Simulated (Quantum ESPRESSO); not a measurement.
System: zincblende GaP, space group F-43m (No. 216), 2 atoms in the primitive cell. The cell is scaled uniformly. Computed with Quantum ESPRESSO: r2SCAN, SG15 PBE 1.2, no spin polarisation, no spin-orbit coupling, 6×6×6 k mesh, 1197 eV cutoff.

At 20.24 Å³/atom the lowest conduction levels at the points plotted lie 1.84 eV (L), 1.92 eV (X) and 2.01 eV (Γ) above the valence top at Γ.

**How does each level move from 19.03 Å³/atom to 21.45 Å³/atom?**

L falls by 0.39 eV, X rises by 0.23 eV and Γ falls by 1.06 eV. Straight lines against ln V have slopes of −3.3 eV at L, +1.9 eV at X and −8.8 eV at Γ. Going by straight lines between the points, the lowest is the one at X up to about 19.94 Å³/atom, the one at L up to about 20.85 Å³/atom and the one at Γ beyond. With the valence top at Γ, the lowest of these transitions turns from indirect to direct near 20.85 Å³/atom.

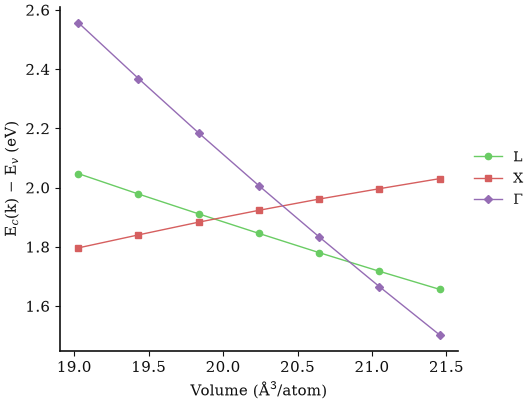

Lowest conduction level at each named k point, counted from the valence-band top at Γ.

```csv
volume,L (eV),X (eV),Γ (eV)
19.03 Å³/atom,2.05,1.80,2.56
19.43 Å³/atom,1.98,1.84,2.37
19.84 Å³/atom,1.91,1.88,2.18
20.24 Å³/atom,1.84,1.92,2.01
20.65 Å³/atom,1.78,1.96,1.83
21.05 Å³/atom,1.72,2.00,1.67
21.45 Å³/atom,1.66,2.03,1.50
```

The potentials were made for another functional. Measured GaP has its conduction bottom near X; the order of its valleys hangs on the functional and the volume. LDA, GGA and most meta-GGA functionals understate gaps.
